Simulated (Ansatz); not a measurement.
```xyz
3
Lattice="-2.6799 0.0000 -2.6799 -2.6799 2.6799 0.0000 0.0000 2.6799 -2.6799" Properties=species:S:1:pos:R:3 pbc="T T T"
Co   -5.2615    2.6617   -2.6811
Si   -1.4144    1.3378   -1.3152
Si   -4.0438    4.0402   -4.0435
```

Space group P1; changed on purpose from its base cell (all atoms moved at random, sigma 0.1 A a component); not relaxed (largest force 1.8 eV/Å); computed pressure about 2 GPa in this cell; computed without spin polarisation.

Method: Ansatz 0.2.0, DFT PBE, scalar-relativistic, plane waves, PAW.

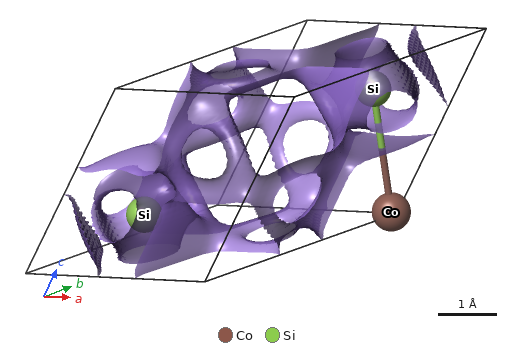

CoSi$_{2}$. Isosurface of the ELF at 0.6 (purple), seen at an oblique angle. Only the valence region is drawn (cores and ρ < 0.01 e/Å³ removed). Sticks mark near contacts.

### Describe the localisation domains.

At this value the surface marks out one network that runs through the whole crystal, counted in one cell of 3 atoms. Regions shared between cells count once.

Values along the shortest contacts:
Co–Si (2.20 Å): the ELF peaks at about 0.75 in the valence shell of Si, 0.8 Å from its nucleus, and is about 0.50 at the midpoint. Co–Si (2.25 Å): the ELF peaks at about 0.75 in the valence shell of Si, 0.8 Å from its nucleus, and is about 0.50 at the midpoint.

### Does the calculation make it a metal, or give it a gap?

It is metallic or semimetallic at this level of theory: no gap opens.
